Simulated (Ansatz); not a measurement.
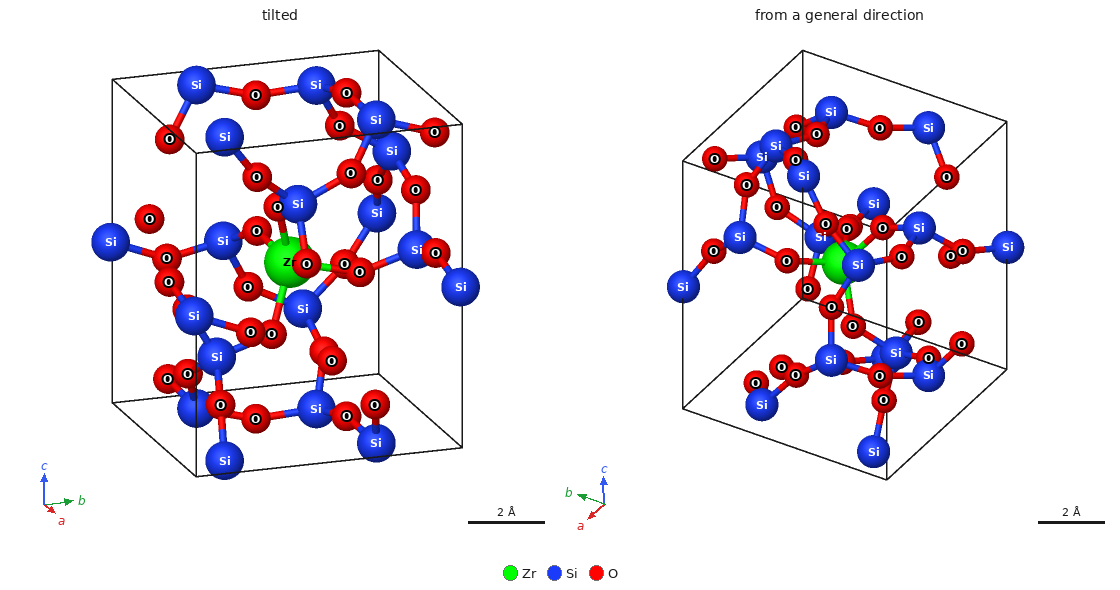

We look at a ball-and-stick model of the crystal slightly off an axis and from a general direction. The edges of the supercell are marked. The host is SiO₂, in a cell of 36 sites, and the cell is neutral.

What imperfection does the supercell contain?

Answer. Zirconium on a silicon site (a substitutional impurity). It is bonded to four O in a distorted tetrahedral arrangement at about 1.9 Å.

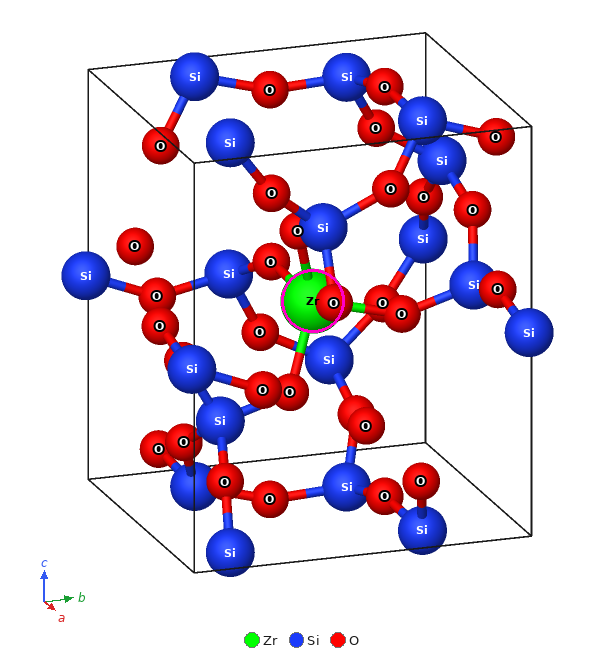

The same cell with a ring at the defect's site.

The atoms were relaxed in the host's cell with Ansatz 0.2.0, DFT PBE, scalar-relativistic, plane waves, PAW.
